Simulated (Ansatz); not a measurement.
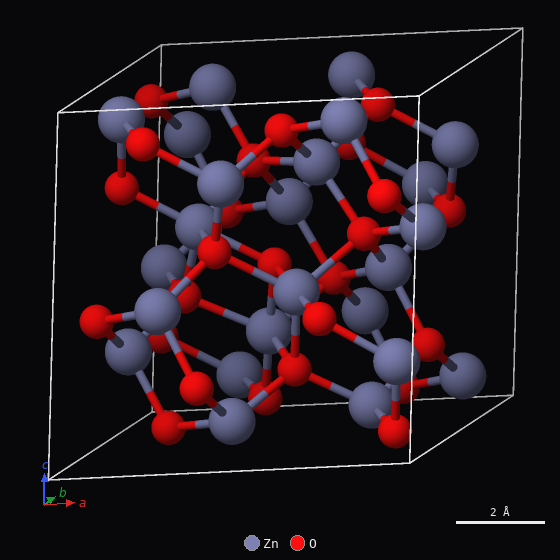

Ball-and-stick drawing of the structure, looking from a general direction. The supercell is outlined; an atom on or near a face, edge or corner is repeated at each equivalent position. The host is ZnO, in a cell of 48 sites, and the cell is neutral.

### What defect is present?

An interstitial oxygen atom. It is bonded to three Zn in a trigonal pyramidal arrangement at about 1.9 Å.

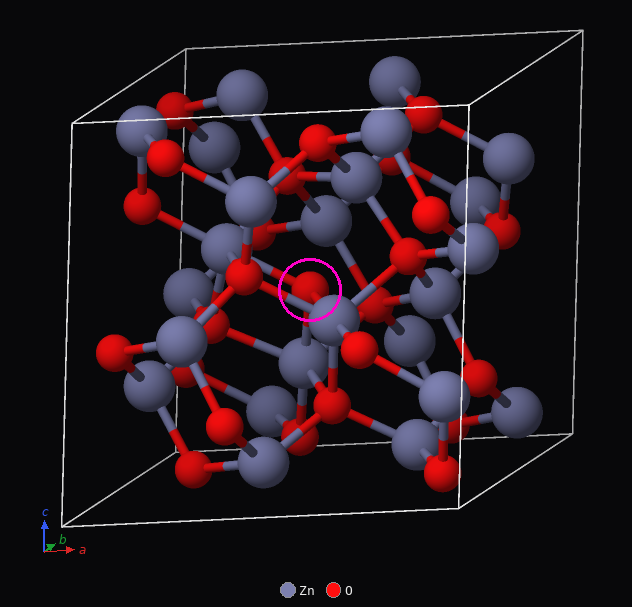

The same cell with a ring at the defect's site.

The atoms were relaxed in the host's cell with Ansatz 0.2.0, DFT PBE, scalar-relativistic, plane waves, PAW.
